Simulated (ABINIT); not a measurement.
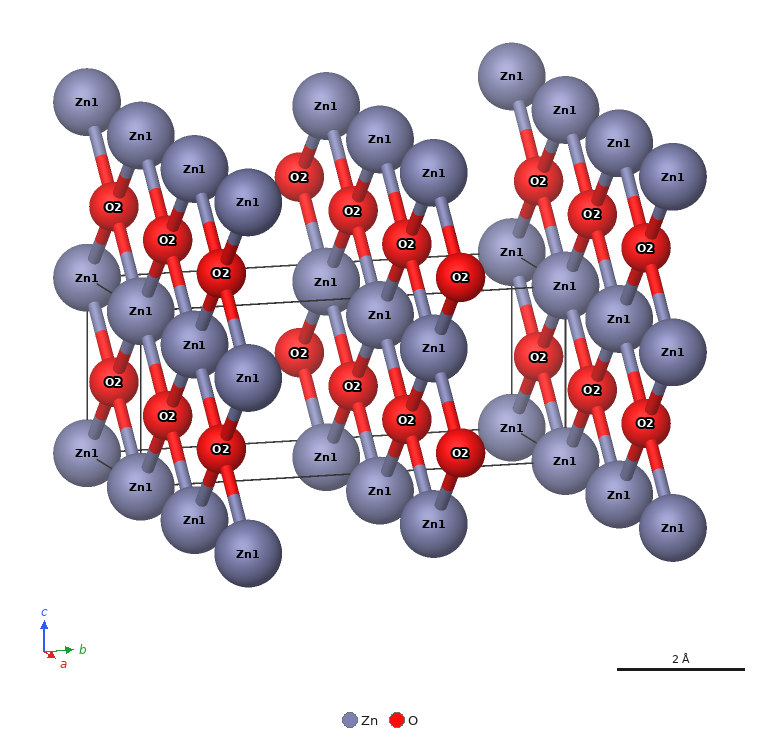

*The input geometry (ball-and-stick view of the cell 2 times as large as that of the calculation, set on its symmetry axes, repeated 3 × 1 × 2, seen slightly off an axis; atoms are numbered from 1 in the order of the input). An atom can appear more than once, as a periodic image.*

Near neighbours in the periodic cell (some may lie outside the picture): Zn has 4 O at 2.02 Å; O has 4 Zn at 2.02 Å.

**Single-point calculation, with input and output: ZnO**

System: ZnO (2 atoms in the cell).
Method: Kohn-Sham DFT of a periodic cell, RPBE, JTH PAW PBE v2.0, no spin polarisation (ABINIT 10.8.3).

The structure was built on a prototype by a generator; it need not be a known phase.

Input:
```
pp_dirpath "./"
pseudos "Zn.GGA_PBE-JTH.xml, O.GGA_PBE-JTH.xml"

acell 3*1.0
rprim
     2.7084121736    -6.6652152196     0.0000000000
     2.7084121736     6.6652152196     0.0000000000
     0.0000000000     0.0000000000     5.3639687075
ntypat 2
znucl 30 8
natom 2
typat 1 2
xred
     0.0000000000     0.0000000000     0.0000000000
     0.5000000000     0.5000000000     0.5000000000
chkprim 0
chksymtnons 0
tolsym 1.0e-6

ecut 23.0
pawecutdg 45.0
pawxcdev 0

kptopt 1
ngkpt 3 3 3
nshiftk 1
shiftk 0.0 0.0 0.0

ixc 15

nband 13
occopt 4
tsmear 0.00367493

nstep 100
tolvrs 1.0e-9

iomode 3
prtwf 0
prtden 0
prteig 0
prtebands 0
enunit 2
```

Launched with:
```bash
abinit run.abi > log 2>&1
```

What the program printed:
```
.Version 10.8.3 of ABINIT
 Symmetries : space group Cm m m (# 65); Bravais oC (1-face-center ortho.)
================================================================================
 Values of the parameters that define the memory need of the present run
     intxc =       0    ionmov =       0      iscf =      17    lmnmax =      18
     lnmax =       6     mgfft =      32  mpssoang =       3    mqgrid =    3001
     natom =       2  nloc_mem =       2    nspden =       1   nspinor =       1
    nsppol =       1      nsym =       8    n1xccc =       1    ntypat =       2
    occopt =       4   xclevel =       2
       mpw =        1031          nfft =       24576          nkpt =           8
 PAW method is used; the additional fine FFT grid is defined by:
   mgfftf=        45    nfftf =     72900
================================================================================
================================================================================

--------------------------------------------------------------------------------
------------- Echo of variables that govern the present computation ------------
--------------------------------------------------------------------------------
 -outvars: echo values of preprocessed input variables --------
            acell      1.0000000000E+00  1.0000000000E+00  1.0000000000E+00 Bohr
              amu      6.53900000E+01  1.59994000E+01
          chkprim           0
      chksymtnons           0
             ecut      2.30000000E+01 Hartree
           enunit           2
              ixc          15
         kptrlatt        3    0    0      0    3    0      0    0    3
          kptrlen      1.60919061E+01
            natom           2
            nband          13
            ngfft          32      32      24
          ngfftdg          45      45      36
             nkpt           8
            nstep         100
             nsym           8
           ntypat           2
           occopt           4
        pawecutdg      4.50000000E+01 Hartree
         pawxcdev           0
           prtden           0
        prtebands           0
           prteig           0
            prtwf           0
            rprim      2.7084121736E+00 -6.6652152196E+00  0.0000000000E+00
                       2.7084121736E+00  6.6652152196E+00  0.0000000000E+00
                       0.0000000000E+00  0.0000000000E+00  5.3639687075E+00
          spgroup          65
           tolsym      1.00000000E-06
           tolvrs      1.00000000E-09
           tsmear      3.67493000E-03 Hartree
            typat      1  2
           useylm           1
           xangst      0.0000000000E+00  0.0000000000E+00  0.0000000000E+00
                       1.4332299990E+00  7.8419236301E-17  1.4192449990E+00
            xcart      0.0000000000E+00  0.0000000000E+00  0.0000000000E+00
                       2.7084121736E+00  1.4819087961E-16  2.6819843537E+00
             xred      0.0000000000E+00  0.0000000000E+00  0.0000000000E+00
                       5.0000000000E-01  5.0000000000E-01  5.0000000000E-01
            znucl       30.00000    8.00000

================================================================================

 chkinp: Checking input parameters for consistency.

================================================================================
== DATASET  1 ==================================================================

--- !DatasetInfo
iteration_state: {dtset: 1, }
dimensions: {natom: 2, nkpt: 8, mband: 13, nsppol: 1, nspinor: 1, nspden: 1, mpw: 1031, }
cutoff_energies: {ecut:  23.0, pawecutdg:  45.0, }
electrons: {nelect:   1.80000000E+01, charge:   0.00000000E+00, occopt:   4.00000000E+00, tsmear:   3.67493000E-03, }
meta: {optdriver: 0, ionmov: 0, optcell: 0, iscf: 17, paral_kgb: 0, }
...

 Exchange-correlation functional for the present dataset will be:
  GGA: RPBE functional - ixc=15
  Hammer, L. B. Hansen, and J. K. Norskov, PRB 59, 7413 (1999)

 Real(R)+Recip(G) space primitive vectors, cartesian coordinates (Bohr,Bohr^-1):
 R(1)=  2.7084122 -6.6652152  0.0000000  G(1)=  0.1846100 -0.0750163  0.0000000
 R(2)=  2.7084122  6.6652152  0.0000000  G(2)=  0.1846100  0.0750163  0.0000000
 R(3)=  0.0000000  0.0000000  5.3639687  G(3)=  0.0000000  0.0000000  0.1864291
 Unit cell volume ucvol=  1.9366234E+02 bohr^3
 Angles (23,13,12)=  9.00000000E+01  9.00000000E+01  1.35771239E+02 degrees

 Coarse grid specifications (used for wave-functions):

 getcut: wavevector=  0.0000  0.0000  0.0000  ngfft=  32  32  24
         ecut(hartree)=     23.000   => boxcut(ratio)=   2.06204

 Fine grid specifications (used for densities):

 getcut: wavevector=  0.0000  0.0000  0.0000  ngfft=  45  45  36
         ecut(hartree)=     45.000   => boxcut(ratio)=   2.02550

--- Pseudopotential description ------------------------------------------------
- pspini: atom type   1  psp file is ./Zn.GGA_PBE-JTH.xml
 Pseudopotential format is: paw10
 basis_size (lnmax)=  6 (lmn_size= 18), orbitals=   0   0   1   1   2   2
 Spheres core radius: rc_sph= 2.30769763
 Shapefunction is SIN type: shapef(r)=[sin(pi*r/rshp)/(pi*r/rshp)]**2
 Radius for shape functions =  1.80965103
 Compensation charge density is not taken into account in XC energy/potential

- pspini: atom type   2  psp file is ./O.GGA_PBE-JTH.xml
 Pseudopotential format is: paw10
 basis_size (lnmax)=  4 (lmn_size=  8), orbitals=   0   0   1   1
 Spheres core radius: rc_sph= 1.41465230
 Shapefunction is SIN type: shapef(r)=[sin(pi*r/rshp)/(pi*r/rshp)]**2
 Radius for shape functions =  1.20231231
 Compensation charge density is not taken into account in XC energy/potential

   2.31077141E+02                                ecore*ucvol(ha*bohr**3)
--------------------------------------------------------------------------------

================================================================================

--- !BeginCycle
iteration_state: {dtset: 1, }
solver: {iscf: 17, nstep: 100, nline: 4, wfoptalg: 10, }
tolerances: {tolvrs: 1.00E-09, }
...

     iter   Etot(hartree)      deltaE(h)  residm     nres2
 ETOT  1  -79.945672673539    -7.995E+01 5.827E+00 8.476E+00
 ETOT  2  -80.400429003591    -4.548E-01 1.194E-01 8.180E+00
 ETOT  3  -80.385218716784     1.521E-02 3.319E-02 1.168E+00
 ETOT  4  -80.387774697582    -2.556E-03 4.797E-03 2.201E+00
 ETOT  5  -80.387332788553     4.419E-04 4.780E-03 9.821E-01
 ETOT  6  -80.386442376210     8.904E-04 1.468E-03 7.884E-03
 ETOT  7  -80.386786785730    -3.444E-04 2.844E-03 7.824E-02
 ETOT  8  -80.386783942407     2.843E-06 4.649E-04 6.189E-02
 ETOT  9  -80.386704850691     7.909E-05 1.474E-03 1.953E-03
 ETOT 10  -80.386748146726    -4.330E-05 3.077E-04 1.395E-02
 ETOT 11  -80.386734938006     1.321E-05 9.183E-04 1.206E-03
 ETOT 12  -80.386736014917    -1.077E-06 2.065E-04 5.395E-04
 ETOT 13  -80.386735551641     4.633E-07 6.532E-04 4.798E-06
 ETOT 14  -80.386735573768    -2.213E-08 1.495E-04 4.696E-06
 ETOT 15  -80.386735574161    -3.933E-10 4.892E-04 1.387E-06
 ETOT 16  -80.386735573400     7.611E-10 1.129E-04 3.705E-07
 ETOT 17  -80.386735573166     2.332E-10 3.691E-04 1.080E-08
 ETOT 18  -80.386735573373    -2.065E-10 8.495E-05 7.902E-09
 ETOT 19  -80.386735573420    -4.680E-11 2.773E-04 1.506E-09
 ETOT 20  -80.386735573430    -1.003E-11 6.347E-05 2.427E-09
 ETOT 21  -80.386735573429     1.251E-12 2.069E-04 8.675E-10

 At SCF step   21       nres2   =  8.68E-10 < tolvrs=  1.00E-09 =>converged.

 Cartesian components of stress tensor (hartree/bohr^3)
  sigma(1 1)= -1.32103207E-04  sigma(3 2)=  0.00000000E+00
  sigma(2 2)= -4.64689457E-05  sigma(3 1)=  0.00000000E+00
  sigma(3 3)= -1.15861741E-04  sigma(2 1)=  0.00000000E+00

--- !ResultsGS
iteration_state: {dtset: 1, }
comment   : Summary of ground state results
lattice_vectors:
- [  2.7084122,  -6.6652152,   0.0000000, ]
- [  2.7084122,   6.6652152,   0.0000000, ]
- [  0.0000000,   0.0000000,   5.3639687, ]
lattice_lengths: [   7.19448,    7.19448,    5.36397, ]
lattice_angles: [ 90.000,  90.000, 135.771, ] # degrees, (23, 13, 12)
lattice_volume:   1.9366234E+02
convergence: {deltae:  1.251E-12, res2:  8.675E-10, residm:  2.069E-04, diffor: null, }
etotal    :  -8.03867356E+01
entropy   :   0.00000000E+00
fermie    :   1.77091203E-01
cartesian_stress_tensor: # hartree/bohr^3
- [ -1.32103207E-04,   0.00000000E+00,   0.00000000E+00, ]
- [  0.00000000E+00,  -4.64689457E-05,   0.00000000E+00, ]
- [  0.00000000E+00,   0.00000000E+00,  -1.15861741E-04, ]
pressure_GPa:   2.8875E+00
xred      :
- [  0.0000E+00,   0.0000E+00,   0.0000E+00, Zn]
- [  5.0000E-01,   5.0000E-01,   5.0000E-01,  O]
cartesian_forces: # hartree/bohr
- [ -0.00000000E+00,  -0.00000000E+00,  -0.00000000E+00, ]
- [ -0.00000000E+00,  -0.00000000E+00,  -0.00000000E+00, ]
force_length_stats: {min:   0.00000000E+00, max:   0.00000000E+00, mean:   0.00000000E+00, }
...

 Integrated electronic density in atomic spheres:
 ------------------------------------------------
 Atom  Sphere_radius  Integrated_density
    1        2.30770         10.76612618
    2        1.41465          4.54970832

================================================================================

 ----iterations are completed or convergence reached----

 Mean square residual over all n,k,spin=   28.476E-07; max=  20.692E-05
 reduced coordinates (array xred) for    2 atoms
       0.000000000000      0.000000000000      0.000000000000
       0.500000000000      0.500000000000      0.500000000000
 rms dE/dt=  0.0000E+00; max dE/dt=  0.0000E+00; dE/dt below (all hartree)
    1       0.000000000000      0.000000000000      0.000000000000
    2       0.000000000000      0.000000000000      0.000000000000

 cartesian coordinates (angstrom) at end:
    1      0.00000000000000     0.00000000000000     0.00000000000000
    2      1.43322999902906     0.00000000000000     1.41924499904008

 cartesian forces (hartree/bohr) at end:
    1     -0.00000000000000    -0.00000000000000    -0.00000000000000
    2     -0.00000000000000    -0.00000000000000    -0.00000000000000
 frms,max,avg= 0.0000000E+00 0.0000000E+00   0.000E+00  0.000E+00  0.000E+00 h/b

 cartesian forces (eV/Angstrom) at end:
    1     -0.00000000000000    -0.00000000000000    -0.00000000000000
    2     -0.00000000000000    -0.00000000000000    -0.00000000000000
 frms,max,avg= 0.0000000E+00 0.0000000E+00   0.000E+00  0.000E+00  0.000E+00 e/A
 length scales=  1.000000000000  1.000000000000  1.000000000000 bohr
              =  0.529177210544  0.529177210544  0.529177210544 angstroms
 Fermi (or HOMO) energy (hartree) =   0.17709   Average Vxc (hartree)=  -0.32864
 Eigenvalues (hartree) for nkpt=   8  k points:
 kpt#   1, nband= 13, wtk=  0.03704, kpt=  0.0000  0.0000  0.0000 (reduced coord)
  -0.49134   -0.03378   -0.02871   -0.01824   -0.01662   -0.00755    0.09226    0.10151
   0.10286    0.19052    0.54940    0.56676    0.71374
      occupation numbers for kpt#   1
   2.00000    2.00000    2.00000    2.00000    2.00000    2.00000    2.00000    2.00000
   2.00000    0.00000    0.00000    0.00000    0.00000
 prteigrs : prtvol=0 or 1, do not print more k-points.

 Fermi (or HOMO) energy (eV) =   4.81890   Average Vxc (eV)=  -8.94280
 Eigenvalues (   eV  ) for nkpt=   8  k points:
 kpt#   1, nband= 13, wtk=  0.03704, kpt=  0.0000  0.0000  0.0000 (reduced coord)
 -13.37016   -0.91918   -0.78121   -0.49642   -0.45216   -0.20533    2.51049    2.76233
   2.79891    5.18440   14.94990   15.42232   19.42190
 prteigrs : prtvol=0 or 1, do not print more k-points.

--- !EnergyTerms
iteration_state     : {dtset: 1, }
comment             : Components of total free energy in Hartree
kinetic             :  1.41761717938191E+01
hartree             :  2.53812552575500E+01
xc                  : -4.66627761296043E+00
Ewald energy        : -4.77877322418597E+01
psp_core            :  1.19319608550067E+00
local_psp           : -8.62248099578271E+01
PAW spherical_terms :  1.75412594335727E+01
internal            : -8.03869372422048E+01
'-kT*entropy'       :  2.14198097336537E-04
total_energy        : -8.03867230441075E+01
total_energy_eV     : -2.18743416980191E+03
...

--- !EnergyTermsDC
iteration_state     : {dtset: 1, }
comment             : '"Double-counting" decomposition of free energy'
band_energy         : -7.02238643585912E-01
Ewald energy        : -4.77877322418597E+01
psp_core            :  1.19319608550067E+00
xc_dc               : -2.41474484433875E+01
PAW spherical_terms : -8.94272652819342E+00
internal            : -8.03869497715258E+01
'-kT*entropy'       :  2.14198097336537E-04
total_energy_dc     : -8.03867355734285E+01
total_energy_dc_eV  : -2.18743451074210E+03
...

--- !EnergyTermsWithPAWCore
iteration_state     : {dtset: 1, }
comment             : 'Components of total free energy, including PAW core contributions'
Total energy        : -1.87158213622125E+03
Total energy DC     : -1.87158214875057E+03
Total energy (eV)   : -5.09283443997947E+04
Total energy DC (eV): -5.09283447407348E+04
...

 Cartesian components of stress tensor (hartree/bohr^3)
  sigma(1 1)= -1.32103207E-04  sigma(3 2)=  0.00000000E+00
  sigma(2 2)= -4.64689457E-05  sigma(3 1)=  0.00000000E+00
  sigma(3 3)= -1.15861741E-04  sigma(2 1)=  0.00000000E+00

-Cartesian components of stress tensor (GPa)         [Pressure=  2.8875E+00 GPa]
- sigma(1 1)= -3.88661055E+00  sigma(3 2)=  0.00000000E+00
- sigma(2 2)= -1.36716358E+00  sigma(3 1)=  0.00000000E+00
- sigma(3 3)= -3.40877009E+00  sigma(2 1)=  0.00000000E+00

== END DATASET(S) ==============================================================
================================================================================

 -outvars: echo values of variables after computation  --------
            acell      1.0000000000E+00  1.0000000000E+00  1.0000000000E+00 Bohr
           etotal     -8.0386735573E+01
            fcart     -0.0000000000E+00 -0.0000000000E+00 -0.0000000000E+00
                      -0.0000000000E+00 -0.0000000000E+00 -0.0000000000E+00
            rprim      2.7084121736E+00 -6.6652152196E+00  0.0000000000E+00
                       2.7084121736E+00  6.6652152196E+00  0.0000000000E+00
                       0.0000000000E+00  0.0000000000E+00  5.3639687075E+00
           strten     -1.3210320740E-04 -4.6468945741E-05 -1.1586174057E-04
                       0.0000000000E+00  0.0000000000E+00  0.0000000000E+00
           xangst      0.0000000000E+00  0.0000000000E+00  0.0000000000E+00
                       1.4332299990E+00  7.8419236301E-17  1.4192449990E+00
             xred      0.0000000000E+00  0.0000000000E+00  0.0000000000E+00
                       5.0000000000E-01  5.0000000000E-01  5.0000000000E-01
 Calculation completed.
```

Summary:

| quantity | value |
| --- | --- |
| outcome | converged |
| space group (tolerance 0.01 Å) | Cmmm (65) |
| electrons treated | 18 |
| free energy | −2187.4345 eV |
| Fermi energy | 4.819 eV |
| gap on the k-point mesh | 0.43 eV |
| pressure | 2.89 GPa |
| largest force (length of the vector) | under 0.001 eV/Å |
| hardware | 1 thread of Arm Neoverse V1, 24 GiB of memory available, shared host |
| wall time | 10 s |
| peak memory | 0.08 GiB |

Remarks:

So coarse a mesh can miss the band edges, so the true gap of this method can be much smaller, or zero. The k-point mesh is coarse for a cell of this size, so the results may not be converged.
